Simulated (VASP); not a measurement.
Geometry relaxation of ZnS (part 2 of 2)

Continued. System: ZnS (F-43m, 2 atoms in the cell). Method: Kohn-Sham DFT of a periodic cell, LDA, VASP PAW LDA potentials, recommended, no spin polarisation (VASP 6.6.1); cutoff 600 eV, 10×10×10 k-mesh, Gaussian smearing of 0.03 eV. The structure derives from an entry of the Crystallography Open Database.

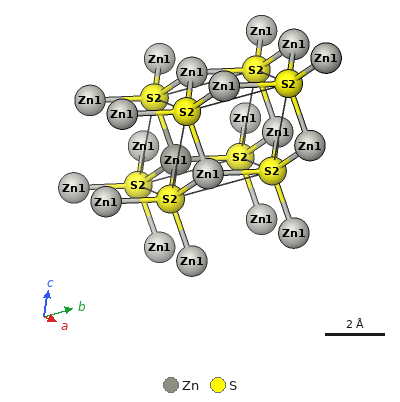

*The geometry at step 2 of the log (ball-and-stick view of the cell of the calculation, seen slightly off an axis; neighbours outside the cell are drawn fainter; atoms are numbered from 1 in the order of the input).*

**Parts of OUTCAR, continued**
```
 -----------------------------------------------------------------------------
  energy-cutoff  :      600.00
  volume of cell :       39.45
      direct lattice vectors                 reciprocal lattice vectors
     0.000000000  2.702000000  2.702000000    -0.185048113  0.185048113  0.185048113
     2.702000000  0.000000000  2.702000000     0.185048113 -0.185048113  0.185048113
     2.702000000  2.702000000  0.000000000     0.185048113  0.185048113 -0.185048113

 POSITION                                       TOTAL-FORCE (eV/Angst)
 -----------------------------------------------------------------------------------
      1.35100      1.35100      1.35100        -0.000000     -0.000000     -0.000000
      0.00000      0.00000      0.00000         0.000000      0.000000      0.000000
 -----------------------------------------------------------------------------------
    total drift:                               -0.000000     -0.000000     -0.000000

  FREE ENERGIE OF THE ION-ELECTRON SYSTEM (eV)
  ---------------------------------------------------
  free  energy   TOTEN  =        -8.1772333516 eV

  energy  without entropy=       -8.1772333516  energy(sigma->0) =       -8.17723335

--------------------------------------- Ionic step        2  -------------------------------------------

 number of electron      18.0000004 magnetization

------------------------ aborting loop because EDIFF is reached ----------------------------------------

  FORCE on cell =-STRESS in cart. coord.  units (eV):
  Direction    XX          YY          ZZ          XY          YZ          ZX
  --------------------------------------------------------------------------------------
  -------------------------------------------------------------------------------------
  Total        0.4048664      0.4048664      0.4048664      0.0000000      0.0000000      0.0000000
  in kB       17.7579921     17.7579921     17.7579921      0.0000000      0.0000000      0.0000000
  external PRESSURE =      17.7579921 kB  Pullay stress =       0.0000000 kB

 VOLUME and BASIS-vectors are now :
 -----------------------------------------------------------------------------
  energy-cutoff  :      600.00
  volume of cell :       36.53
      direct lattice vectors                 reciprocal lattice vectors
    -0.000000000  2.633496935  2.633496935    -0.189861622  0.189861622  0.189861622
     2.633496935  0.000000000  2.633496935     0.189861622 -0.189861622  0.189861622
     2.633496935  2.633496935  0.000000000     0.189861622  0.189861622 -0.189861622

 POSITION                                       TOTAL-FORCE (eV/Angst)
 -----------------------------------------------------------------------------------
      1.31675      1.31675      1.31675         0.000000      0.000000      0.000000
      0.00000      0.00000      0.00000        -0.000000     -0.000000     -0.000000
 -----------------------------------------------------------------------------------
    total drift:                               -0.000000     -0.000000     -0.000000

  FREE ENERGIE OF THE ION-ELECTRON SYSTEM (eV)
  ---------------------------------------------------
  free  energy   TOTEN  =        -8.2046941236 eV

  energy  without entropy=       -8.2046941236  energy(sigma->0) =       -8.20469412

--------------------------------------- Ionic step        3  -------------------------------------------

 number of electron      17.9999995 magnetization

------------------------ aborting loop because EDIFF is reached ----------------------------------------

  FORCE on cell =-STRESS in cart. coord.  units (eV):
  Direction    XX          YY          ZZ          XY          YZ          ZX
  --------------------------------------------------------------------------------------
  -------------------------------------------------------------------------------------
  Total       -0.0301517     -0.0301517     -0.0301517      0.0000000      0.0000000      0.0000000
  in kB       -1.2971406     -1.2971406     -1.2971406      0.0000000      0.0000000      0.0000000
  external PRESSURE =      -1.2971406 kB  Pullay stress =       0.0000000 kB

 VOLUME and BASIS-vectors are now :
 -----------------------------------------------------------------------------
  energy-cutoff  :      600.00
  volume of cell :       37.24
      direct lattice vectors                 reciprocal lattice vectors
    -0.000000000  2.650543505  2.650543505    -0.188640556  0.188640556  0.188640556
     2.650543505  0.000000000  2.650543505     0.188640556 -0.188640556  0.188640556
     2.650543505  2.650543505  0.000000000     0.188640556  0.188640556 -0.188640556

 POSITION                                       TOTAL-FORCE (eV/Angst)
 -----------------------------------------------------------------------------------
      1.32527      1.32527      1.32527        -0.000000     -0.000000     -0.000000
      0.00000      0.00000      0.00000         0.000000      0.000000      0.000000
 -----------------------------------------------------------------------------------
    total drift:                               -0.000000     -0.000000     -0.000000

  FREE ENERGIE OF THE ION-ELECTRON SYSTEM (eV)
  ---------------------------------------------------
  free  energy   TOTEN  =        -8.2086705122 eV

  energy  without entropy=       -8.2086705122  energy(sigma->0) =       -8.20867051

--------------------------------------- Ionic step        4  -------------------------------------------

 number of electron      17.9999996 magnetization

------------------------ aborting loop because EDIFF is reached ----------------------------------------

  FORCE on cell =-STRESS in cart. coord.  units (eV):
  Direction    XX          YY          ZZ          XY          YZ          ZX
  --------------------------------------------------------------------------------------
  -------------------------------------------------------------------------------------
  Total        0.0282090      0.0282090      0.0282090      0.0000000      0.0000000     -0.0000000
  in kB        1.2151907      1.2151907      1.2151907      0.0000000      0.0000000     -0.0000000
  external PRESSURE =       1.2151907 kB  Pullay stress =       0.0000000 kB

 VOLUME and BASIS-vectors are now :
 -----------------------------------------------------------------------------
  energy-cutoff  :      600.00
  volume of cell :       37.19
      direct lattice vectors                 reciprocal lattice vectors
    -0.000000000  2.649361986  2.649361986    -0.188724683  0.188724683  0.188724683
     2.649361986  0.000000000  2.649361986     0.188724683 -0.188724683  0.188724683
     2.649361986  2.649361986  0.000000000     0.188724683  0.188724683 -0.188724683

 POSITION                                       TOTAL-FORCE (eV/Angst)
 -----------------------------------------------------------------------------------
      1.32468      1.32468      1.32468         0.000000     -0.000000     -0.000000
      0.00000      0.00000      0.00000        -0.000000      0.000000      0.000000
 -----------------------------------------------------------------------------------
    total drift:                               -0.000000     -0.000000     -0.000000

  FREE ENERGIE OF THE ION-ELECTRON SYSTEM (eV)
  ---------------------------------------------------
  free  energy   TOTEN  =        -8.2086420909 eV

  energy  without entropy=       -8.2086420909  energy(sigma->0) =       -8.20864209

--------------------------------------- Ionic step        5  -------------------------------------------

 number of electron      17.9999995 magnetization

 Free energy of the ion-electron system (eV)
  ---------------------------------------------------
  ext. energy  EPLUGINS =         0.00000000
  ---------------------------------------------------
  free energy    TOTEN  =        -8.20867128 eV

  energy without entropy =       -8.20867128  energy(sigma->0) =       -8.20867128

 E-fermi :   2.6617     XC(G=0): -10.3023     alpha+bet : -8.5805

 val. band max:        2.4817995213   @ k =   0.0000   0.0000   0.0000
 cond. band min:       4.6286440242   @ k =   0.0000   0.0000   0.0000
 fundamental gap:      2.1468445029
 Fermi energy:         2.6616698602

 k-point     1 :       0.0000    0.0000    0.0000
  band No.  band energies     occupation
      1     -11.0421      2.00000
      2      -4.2613      2.00000
      3      -4.2613      2.00000
      4      -4.2613      2.00000
      5      -3.7119      2.00000
      6      -3.7119      2.00000
      7       2.4818      2.00000
      8       2.4818      2.00000
      9       2.4818      2.00000
     10       4.6286      0.00000
     11       8.6937      0.00000
     12       8.6937      0.00000
     13       8.6937      0.00000

 k-point     2 :       0.1000    0.0000    0.0000
  band No.  band energies     occupation
      1     -10.9571      2.00000
      2      -4.2644      2.00000
      3      -4.2459      2.00000
      4      -4.2459      2.00000
      5      -3.7135      2.00000
      6      -3.7135      2.00000
      7       1.6313      2.00000
      8       2.3718      2.00000
      9       2.3718      2.00000
     10       5.2598      0.00000
     11       8.6195      0.00000
     12       8.8798      0.00000
     13       8.8798      0.00000

 k-point     3 :       0.2000    0.0000    0.0000
  band No.  band energies     occupation
      1     -10.7213      2.00000
      2      -4.2539      2.00000
      3      -4.2083      2.00000
      4      -4.2083      2.00000
      5      -3.7138      2.00000
      6      -3.7138      2.00000
      7       0.1756      2.00000
      8       2.1073      2.00000
      9       2.1073      2.00000
     10       5.8709      0.00000
     11       8.9321      0.00000
     12       9.2450      0.00000
     13       9.2450      0.00000

 k-point     4 :       0.3000    0.0000    0.0000
  band No.  band energies     occupation
      1     -10.3979      2.00000
      2      -4.1716      2.00000
      3      -4.1684      2.00000
      4      -4.1684      2.00000
      5      -3.7045      2.00000
      6      -3.7045      2.00000
      7      -1.2642      2.00000
      8       1.8151      2.00000
      9       1.8151      2.00000
     10       5.8997      0.00000
     11       9.3938      0.00000
     12       9.3938      0.00000
     13       9.9475      0.00000

 k-point     5 :       0.4000    0.0000    0.0000
  band No.  band energies     occupation
      1     -10.1026      2.00000
      2      -4.1434      2.00000
      3      -4.1434      2.00000
      4      -3.9248      2.00000
      5      -3.6868      2.00000
      6      -3.6868      2.00000
      7      -2.4844      2.00000
      8       1.5985      2.00000
      9       1.5985      2.00000
     10       5.7674      0.00000
     11       9.3047      0.00000
     12       9.3047      0.00000
     13      10.9576      0.00000

 [... the levels of 18 k-points are left out ...]

 k-point    24 :       0.4000    0.3000    0.0000
  band No.  band energies     occupation
      1      -9.9481      2.00000
      2      -4.3111      2.00000
      3      -3.9902      2.00000
      4      -3.9828      2.00000
      5      -3.6900      2.00000
      6      -3.6462      2.00000
      7      -1.5093      2.00000
      8       0.2727      2.00000
      9       0.5093      2.00000
     10       6.2559      0.00000
     11       7.0873      0.00000
     12      11.2709      0.00000
     13      12.2485      0.00000

 [... further k-points ...]

------------------------ aborting loop because EDIFF is reached ----------------------------------------

  FORCE on cell =-STRESS in cart. coord.  units (eV):
  Direction    XX          YY          ZZ          XY          YZ          ZX
  --------------------------------------------------------------------------------------
  -------------------------------------------------------------------------------------
  Total        0.0025143      0.0025143      0.0025143      0.0000000     -0.0000000      0.0000000
  in kB        0.1081006      0.1081006      0.1081006      0.0000000     -0.0000000      0.0000000
  external PRESSURE =       0.1081006 kB  Pullay stress =       0.0000000 kB

 VOLUME and BASIS-vectors are now :
 -----------------------------------------------------------------------------
  energy-cutoff  :      600.00
  volume of cell :       37.26
      direct lattice vectors                 reciprocal lattice vectors
    -0.000000000  2.651081213  2.651081213    -0.188602295  0.188602295  0.188602295
     2.651081213  0.000000000  2.651081213     0.188602295 -0.188602295  0.188602295
     2.651081213  2.651081213 -0.000000000     0.188602295  0.188602295 -0.188602295

 POSITION                                       TOTAL-FORCE (eV/Angst)
 -----------------------------------------------------------------------------------
      1.32554      1.32554      1.32554        -0.000000     -0.000000     -0.000000
      0.00000      0.00000      0.00000         0.000000      0.000000      0.000000
 -----------------------------------------------------------------------------------
    total drift:                               -0.000000     -0.000000     -0.000000

  FREE ENERGIE OF THE ION-ELECTRON SYSTEM (eV)
  ---------------------------------------------------
  free  energy   TOTEN  =        -8.2086712776 eV

  energy  without entropy=       -8.2086712776  energy(sigma->0) =       -8.20867128

 reached required accuracy - stopping structural energy minimisation
```

**CONTCAR**
```
ZnS
   1.00000000000000
    -0.0000000000000000    2.6510812126794865    2.6510812126794865
     2.6510812126794865    0.0000000000000000    2.6510812126794865
     2.6510812126794865    2.6510812126794865   -0.0000000000000000
  Zn              S
     1     1
Direct
     0.2500000000000000    0.2500000000000000    0.2500000000000000
     0.0000000000000000    0.0000000000000000    0.0000000000000000

  0.00000000E+00  0.00000000E+00  0.00000000E+00
  0.00000000E+00  0.00000000E+00  0.00000000E+00
```

**Trajectory as extended XYZ (Å, eV, eV/Å), 5 frames, from step=0 to step=4**
```
2
Lattice="0.0000 2.7020 2.7020 2.7020 0.0000 2.7020 2.7020 2.7020 0.0000" Properties=species:S:1:pos:R:3:forces:R:3 step=0 energy=-8.17723
Zn    1.3510    1.3510    1.3510    0.0000   0.0000   0.0000
S     0.0000    0.0000    0.0000    0.0000   0.0000   0.0000
2
Lattice="-0.0000 2.6335 2.6335 2.6335 0.0000 2.6335 2.6335 2.6335 0.0000" Properties=species:S:1:pos:R:3:forces:R:3 step=1 energy=-8.20469
Zn    1.3167    1.3167    1.3167    0.0000   0.0000   0.0000
S     0.0000    0.0000    0.0000    0.0000   0.0000   0.0000
2
Lattice="-0.0000 2.6505 2.6505 2.6505 0.0000 2.6505 2.6505 2.6505 0.0000" Properties=species:S:1:pos:R:3:forces:R:3 step=2 energy=-8.20867
Zn    1.3253    1.3253    1.3253    0.0000   0.0000   0.0000
S     0.0000    0.0000    0.0000    0.0000   0.0000   0.0000
2
Lattice="-0.0000 2.6494 2.6494 2.6494 0.0000 2.6494 2.6494 2.6494 0.0000" Properties=species:S:1:pos:R:3:forces:R:3 step=3 energy=-8.20864
Zn    1.3247    1.3247    1.3247    0.0000   0.0000   0.0000
S     0.0000    0.0000    0.0000    0.0000   0.0000   0.0000
2
Lattice="-0.0000 2.6511 2.6511 2.6511 0.0000 2.6511 2.6511 2.6511 -0.0000" Properties=species:S:1:pos:R:3:forces:R:3 step=4 energy=-8.20867
Zn    1.3255    1.3255    1.3255    0.0000   0.0000   0.0000
S     0.0000    0.0000    0.0000    0.0000   0.0000   0.0000
```

The run was set up as follows.

**INCAR**
```
PREC = Accurate
ENCUT = 600
EDIFF = 1E-6
ISMEAR = 0
SIGMA = 0.03
LREAL = False
LASPH = True
NELM = 80
ALGO = Normal
ISIF = 3
LWAVE = False
LCHARG = False
IBRION = 2
NSW = 90
EDIFFG = -0.01
```

**KPOINTS**
```
Automatic mesh
0
Gamma
  10 10 10
```

**POSCAR**
```
ZnS
1.0
    0.0000000000      2.7020000000      2.7020000000
    2.7020000000      0.0000000000      2.7020000000
    2.7020000000      2.7020000000      0.0000000000
Zn S
1 1
Direct
    0.2500000000      0.2500000000      0.2500000000
    0.0000000000      0.0000000000      0.0000000000
```

Launched with:
```bash
cat potpaw_LDA.64/Zn/POTCAR potpaw_LDA.64/S/POTCAR > POTCAR
mpirun -np 1 vasp_std > vasp.out
```

**Key numbers**

```json
{"quantity": "outcome", "value": "converged"}
{"quantity": "space group (tolerance 0.01 Å)", "value": "F-43m (216)"}
{"quantity": "electrons treated", "value": "18"}
{"quantity": "free energy", "value": "−8.2087 eV"}
{"quantity": "Fermi energy", "value": "2.662 eV"}
{"quantity": "gap on the k-point mesh", "value": "2.15 eV"}
{"quantity": "pressure", "value": "0.01 GPa"}
{"quantity": "final volume", "value": "37.26 Å³"}
{"quantity": "largest force (length of the vector) at the end", "value": "under 0.001 eV/Å"}
{"quantity": "final cell", "value": "a = 3.749 Å, b = 3.749 Å, c = 3.749 Å, α = 60.00°, β = 60.00°, γ = 60.00°"}
{"quantity": "hardware", "value": "1 thread of Intel Xeon (Granite Rapids), 96 GiB of memory available, shared host"}
{"quantity": "wall time", "value": "48 s"}
{"quantity": "peak memory", "value": "0.18 GiB"}
```

**Remarks**

The volume changed by more than 5 % on the plane waves of the start, so the result carries a basis error; a second relaxation from the end is advised.
